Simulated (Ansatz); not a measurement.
## Electronic structure of Zr₅H₂ (slab) in real space

```xyz
7
Lattice="5.0552 0.0000 0.0000 -2.5276 4.3779 0.0000 0.0000 0.0000 21.8721" Properties=species:S:1:pos:R:3 pbc="T T T"
Zr    2.5276    1.4593    4.0000
Zr    0.0000    2.9186    5.0319
Zr    0.0000    0.0000    5.9116
Zr    2.5276    1.4593    6.6979
Zr    0.0000    2.9186    7.8720
H    -0.8006    3.3809    9.6021
H     0.8006    2.4564    9.6021
```

Not relaxed (largest force 1.4 eV/Å).

These are results of DFT PBE, scalar-relativistic, plane waves, PAW (Ansatz), not measurements.

In a PAW calculation such maps are meaningful between the atoms, not at the nuclei.

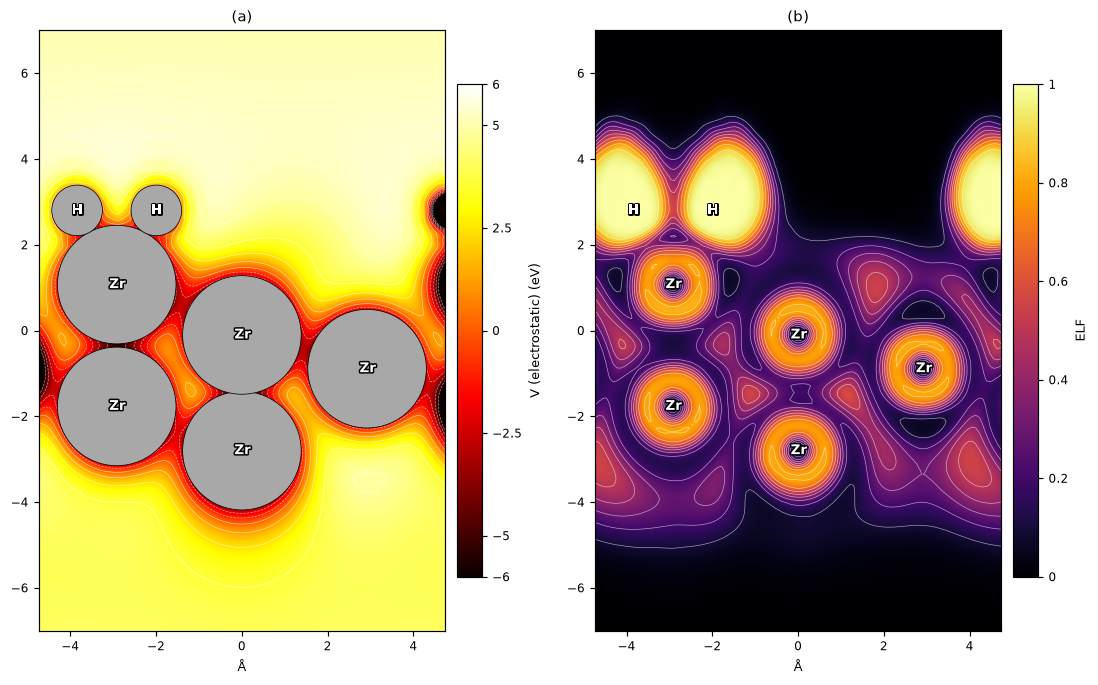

Figure 1. (a) electrostatic potential energy of an electron; (b) ELF on the (110) plane of the calculation cell, a cut from vacuum to vacuum. Grey discs cover the atomic cores in the potential map.

Read the bonding off the picture.

Answer. The plane passes through Zr and H nuclei.
Zr–H (1.96 Å): the ELF climbs to about 1 towards the hydrogen.
Zr–Zr (2.70 Å): the ELF is about 0.20 at the midpoint (no shared electron pair shows on this line).
Zr–Zr (2.84 Å): the ELF is about 0.10 at the midpoint; no shared electron pair shows on this line.
Zr–Zr (3.02 Å): the ELF is about 0.15 at the midpoint (no localised pair shows between them).
Zr–Zr (3.10 Å): the ELF is about 0.25 at the midpoint (no shared electron pair shows on this line).
The features right at Zr lie inside the PAW spheres, where the map follows smoothed inner orbitals and isn't to be read closely.

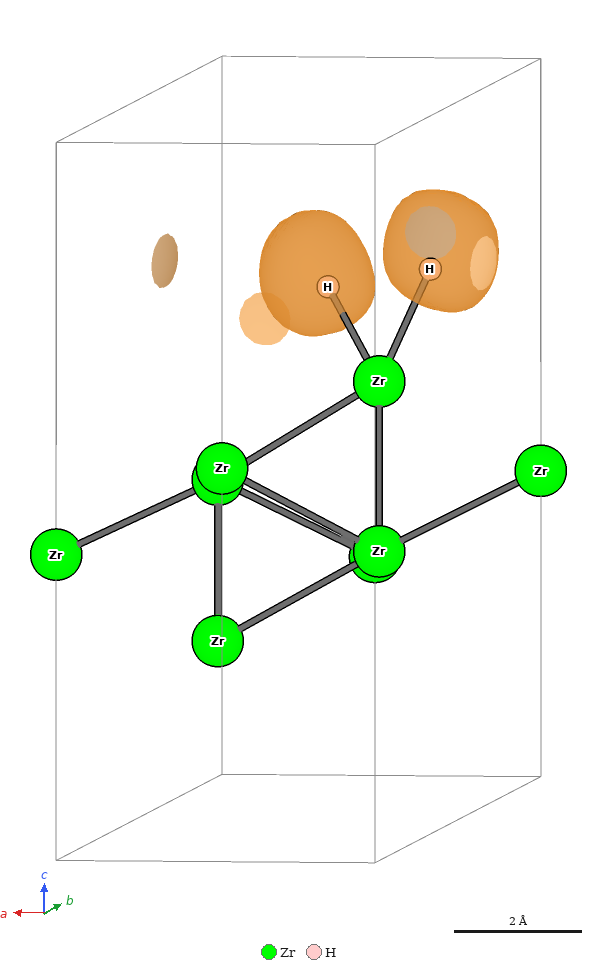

Figure 2. Isosurface of the ELF at 0.85 (orange), seen at an oblique angle. Only the valence region is drawn (cores and ρ < 0.01 e/Å³ removed). Sticks mark near contacts.

Identify the bonds, lone pairs and shells in this picture.

Answer. The surface consists of two regions around hydrogen nuclei, counted in one cell of 7 atoms. Counts are for one cell; the picture repeats the cell along the surface.

Does the calculation give a band gap?

Answer. It is gapless in this calculation (a metal or semimetal).
